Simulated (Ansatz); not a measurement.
# One crystal, many levels of theory: MoSSe/WS2 (van der Waals superlattice) (P3m1), part 2 of 2

Aim: the gap of MoSSe/WS2 (van der Waals superlattice) (P3m1) at several levels of theory on one structure, with the time that each takes.

Ansatz 0.2.0; density functionals, hybrids and G0W0, plane waves, PAW. Known limits of the many-body steps: finite bands, screening cutoff and k mesh; no spin-orbit coupling in G0W0.

So far. Step 4 (HSE06 on the 6×6×2 mesh): Over mesh and listed points the gap is 1.024 eV, from k = Γ to k = (0.200, 0.200, 0.000). The least direct gap found is 2.352 eV, at k = (0.333, 0.333, 0.500). On the 6×6×2 mesh alone the same run gives 1.047 eV, so that mesh misses an edge of HSE06: 1.047 − 1.024 = +0.023 eV. HSE06 against PBEsol: 1.024 − 0.508 = +0.516 eV. The runs also differ in mesh (12×12×2 and 6×6×2), so how much of this comes from the functional alone is not known.

The structure was built from a prototype and need not be the compound's stable phase.

In doubt: masses and optical values from hybrid runs of this build are listed as unsure (step 6), which bears on the screening that GW takes from such a start.

### 6. G0W0@HSE06, 9×9×2 mesh, 196 empty bands, screening to 90 eV, PAW set soft_1 files

This step: G0W0 on HSE06, plane waves, PAW; PAW set soft_1.

input.yaml

```yaml
crystal:
  lattice:
    - [3.1465192881, 0.0, 0.0]
    - [-1.573259644, 2.724965637, 0.0]
    - [0.0, 0.0, 11.7951878716]
  atoms:
    - { symbol: Mo, position: [0.3333333333, 0.6666666667, 0.260223358] }
    - { symbol: S, position: [0.6666666667, 0.3333333333, 0.3902662223] }
    - { symbol: Se, position: [0.6666666667, 0.3333333333, 0.1150677766] }
    - { symbol: W, position: [0.0, 0.0, 0.7488498471] }
    - { symbol: S, position: [0.3333333333, 0.6666666667, 0.880967243] }
    - { symbol: S, position: [0.3333333333, 0.6666666667, 0.6165968216] }
kpoints:
  mp_grid: { grid: [9, 9, 2] }
hamiltonian:
  xc: hse06
  pseudopotentials: { kind: paw, azcp: { folder: soft_1 } }
scf:
  occupations: { method: fixed }
gw:
  n_empty_bands: 196
  ecut_chi: 90
  qp_bands: [v2, c2]
  qp_kpoints: band_edges
  screening: { model: contour_deformation }
```

Launch:

```
> ansatz run input.yaml --threads 2 --pin off --max-ram 92160MiB --backend cuda --events-out ev --progress --plain --runs-dir out --devices 1 --max-vram 13GiB
```

Numbers of over 12 decimals in the logs are rounded to 6 here.

Log:

```text
GPUs: using 1 of 1 available (devices: 1).
[...]
GPU FFT provider: cuFFT
GPU libraries: cuBLAS 13.8.2, cuFFT 12.4.0, cuSOLVER 12.3.4
Crystal: 6 atoms, lattice volume = 101.134 Å³
Basis set: ecut = 420 eV, 1971 PW (Γ)
Bands: 38, of which v1, the nominal top of the filled ones, is band 31 counted from 1 (30 counted from 0)
Symmetry: 6 space group operations
[...]
k-points: 24 of 162 (time reversal used)
[...]
1    32     15.7064   -13.5413    -3.9485   -17.7513  0.7843    15.9687    15.9679  root
     1    33     15.7064   -13.5413    -3.9485   -17.7513  0.7843    15.9687    15.9679  root
[...]
23    30     12.1622   -18.9304     0.6179   -18.6660  0.7750    12.5149    12.5157  root
    23    31     12.2050   -18.9586     0.6179   -18.5764  0.7890    12.4404    12.4407  root
    23    32     14.5475   -15.7055    -3.4772   -19.4935  0.7885    14.8592    14.8583  root
    23    33     14.5837   -15.9419    -3.7208   -20.0649  0.7693    14.9876    14.9858  root
[key lines of the parts left out:]
Free energy (F): -23527.695798 eV
Fermi energy:    13.108894 eV
```

The job ended after 93 s (1 × NVIDIA H100 80GB HBM3 (shared by 6 runs) with 2 threads of AMD EPYC 7R13 (Zen 3), shared host; peak memory 2.3 GiB; 2.1 min of CPU time).

Numbers from this step:

```
bands summed                                    : 227
RPA ε∞ on this mesh (eigenvalues)               : 6.975, 12.50, 12.50
plane waves in the screening matrix             : 217
G0W0 gap over the corrected points              : 1.129 eV
k of the valence top                            : 0, 0, 0
k of the conduction bottom                      : 0.1111, 0.2222, 0
starting gap on the mesh                        : 1.137 eV
Z at the valence top                            : 0.7832
Z at the conduction bottom                      : 0.7865
least direct G0W0 gap over the corrected points : 2.343 eV
```

Over 17 of 24 irreducible mesh points the G0W0 gap is 1.129 eV, from k = Γ to k = (0.111, 0.222, 0.000). The HSE06 gap of this run on the mesh is 1.137 eV. The two states that bound the G0W0 gap lie that far apart at the start, so the correction of the gap is 1.129 − 1.137 = −0.008 eV. G0W0@HSE06 against G0W0@PBEsol with 452 bands: 1.129 − 1.009 = +0.120 eV. The runs also differ in empty bands (421 and 196) and screening cutoff (eV) (150.0 and 90), so how much of this comes from the start alone is not known. The program's warnings for this run: metallic iterate.

### 7. The ladder

Each gap is the least one over the points named; times are wall times on shared hosts, not benchmarks. A G0W0 time includes the run's own self-consistent start. Runs with listed points see these and the mesh alone, so an edge that moves elsewhere is missed. Rows marked * are further runs, not shown as steps, whose inputs differ from the G0W0 step on the same start in the columns given; solver thresholds can differ too.

| level | mesh | files, cutoff | bands summed, screening | points | gap (eV) | valence top | conduction bottom | least direct gap (eV) | time |
| --- | --- | --- | --- | --- | --- | --- | --- | --- | --- |
| PBEsol | 12×12×2 | soft_1 PAW, 420 eV | - | mesh and path | 0.508 | Γ | (0.200, 0.200, 0.000) | 1.847 | 7.5 s |
| PBEsol+SOC | 12×12×2 | soft_1 PAW, 420 eV | - | mesh and listed points | 0.448 | Γ | (0.200, 0.200, 0.000) | 1.582 | 16 s |
| HSE06 | 6×6×2 | soft_1 PAW, 420 eV | - | mesh and listed points | 1.024 | Γ | (0.200, 0.200, 0.000) | 2.352 | 37 s |
| G0W0@PBEsol* | 9×9×2 | soft_1 PAW, 420 eV | 137, 60 eV | 17 of 24 irreducible mesh points | 0.912 | Γ | (0.111, 0.222, 0.000) | 2.201 | 31 s |
| G0W0@PBEsol | 9×9×2 | soft_1 PAW, 420 eV | 452, 150 eV | 17 of 24 irreducible mesh points | 1.009 | Γ | (0.111, 0.222, 0.000) | 2.156 | 2.2 min |
| G0W0@HSE06 | 9×9×2 | soft_1 PAW, 420 eV | 227, 90 eV | 17 of 24 irreducible mesh points | 1.129 | Γ | (0.111, 0.222, 0.000) | 2.343 | 93 s |

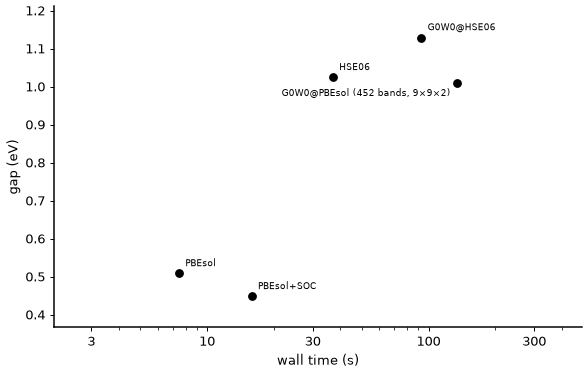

Gap against wall time for the runs shown as steps.

### 8. Results

```json
{"PBEsol, over mesh and path": "0.508 eV", "PBEsol+SOC, over mesh and listed points": "0.448 eV", "HSE06, over mesh and listed points": "1.024 eV", "G0W0@PBEsol (452 bands, 9×9×2), over 17 of 24 irreducible mesh points": "1.009 eV", "G0W0@HSE06, over 17 of 24 irreducible mesh points": "1.129 eV", "known limits": "finite bands, screening cutoff and k mesh; no spin-orbit coupling in G0W0"}
```

In words: The rows run from 0.448 eV (PBEsol+SOC) to 1.129 eV (G0W0@HSE06). They differ in mesh, bands and screening cutoff of G0W0 and the points over which the gap was sought as well as in level, so only pairs that share these are like for like. PBEsol+SOC against PBEsol: 0.448 − 0.508 = −0.060 eV, with the same mesh, set of files (read in its fully relativistic form for the spin-orbit run) and cutoff, and both edges at the same k points. The spin-orbit run sees mesh and listed points alone, so its gap is an upper bound: the coupling can move an edge off these points, the more so as this crystal has no centre of inversion, and the change over the zone, its sign included where it is small, is not known. G0W0@PBEsol (452 bands, 9×9×2) moves the gap of its own start on the mesh by 1.009 − 0.609 = +0.400 eV, between the same two levels. Over mesh and path, PBEsol puts the conduction bottom at k = (0.200, 0.200, 0.000), where no G0W0 correction was computed. The G0W0 gap over the whole zone is therefore not known from this run; at its settings it can only be equal to or under the 1.009 eV found, and no correction is carried over from another point. For the start itself the gap is 0.508 eV over mesh and path and 0.609 eV on the mesh of the G0W0 run, in runs that differ in mesh (12×12×2 and 9×9×2). G0W0@HSE06 moves the gap of its own start on the mesh by 1.129 − 1.137 = −0.008 eV, between the same two levels. Over mesh and listed points, HSE06 puts the conduction bottom at k = (0.200, 0.200, 0.000), where no G0W0 correction was computed. The G0W0 gap over the whole zone is therefore not known from this run; at its settings it can only be equal to or under the 1.129 eV found, and no correction is carried over from another point. For the start itself the gap is 1.024 eV over mesh and listed points and 1.137 eV on the mesh of the G0W0 run, in runs that differ in mesh (6×6×2 and 9×9×2). What spin-orbit coupling does to the G0W0 levels was not computed, so no sum with the G0W0 gap is formed. For G0W0@PBEsol: from 137 bands and 60 eV to 452 bands and 150 eV the gap moves by 1.009 − 0.912 = +0.097 eV; bands and screening cutoff rise together, so their parts are not told apart. Two runs can't test a law of convergence, so the limit is not known. The other G0W0 rows are shown at one basis each (227 bands), so their distance from the limit is not known here. For G0W0@PBEsol (452 bands, 9×9×2): the program's warnings for this run: metallic iterate. For G0W0@HSE06: the program's warnings for this run: metallic iterate. For the further run with 137 bands on the 9×9×2 mesh, the program warns: metallic iterate. The G0W0 runs are scalar-relativistic. No pair of G0W0 runs that differ in the mesh alone is shown (9×9×2 is a supercell whose nearest images lie 24 Å apart), so the error from the mesh is not known here. G0W0 is shown with one set of atomic data (soft_1 PAW), so the error from the files is not known here.

[Paths, hosts, dates, memory and timing lines, banners, echoed tables and standing remarks are left out of the program output.]

[Logs are printed without paths, hosts, clocks, repeated set-up lines and the standing remarks that a program may print on its own settings, such as how far it seeks lower states.]

[Runs of the session that timed out or met a known fault of the program may be left out.]

[Cells called generated may have been cut or substituted from an entry of the Crystallography Open Database or the Materials Project.]

[Hosts, paths, dates, database ids (printed as entryN), source tags and the programs' standing remarks are cut or masked in the printed files.]

[Where an RPA ε∞ is given, it is that of the G0W0 mesh and is not shown converged in it. Names of k-points follow the symmetry that the program found, which can be lower than the space group named. Band edges on a path are those of the sampled points; other points can move an edge, and change direct to indirect where valleys lie close.]

[Hybrid gaps are those of their k-mesh and are not shown converged in it.]
